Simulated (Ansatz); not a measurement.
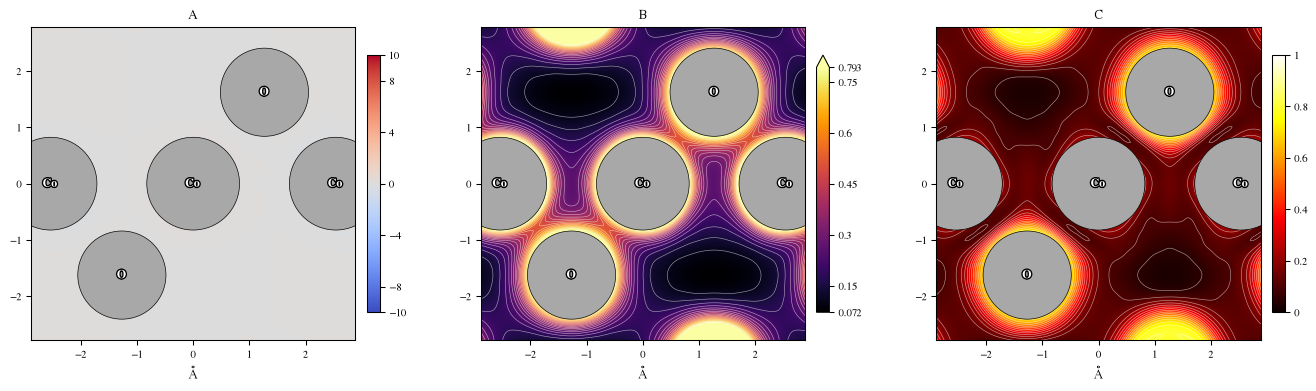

CoO: 3 fields on the (110) plane of the cell of the magnetic structure, with unlabelled colour scales. Grey discs cover the atomic cores.

Space group P6₃/mmc; started from the nickel arsenide prototype, which need not be the ambient phase; computed pressure about 6 GPa in this cell; spin-polarised.

These are results of Ansatz 0.2.0, DFT PBEsol, scalar-relativistic, plane waves, PAW, not measurements.

Question: The panels show electron localisation function, spin density and valence pseudo-density in some order. Assign them.

Answer: Panel A: spin density (confined to the magnetic sites and close to zero elsewhere). Panel B: valence pseudo-density. Panel C: electron localisation function. From the grid: Co–O (2.06 Å): ρ at the midpoint is about 0.51 e/Å³; the ELF peaks at about 0.80 in the valence shell of O, 0.6 Å from its nucleus, and is about 0.15 at the midpoint (no localised pair shows between them).
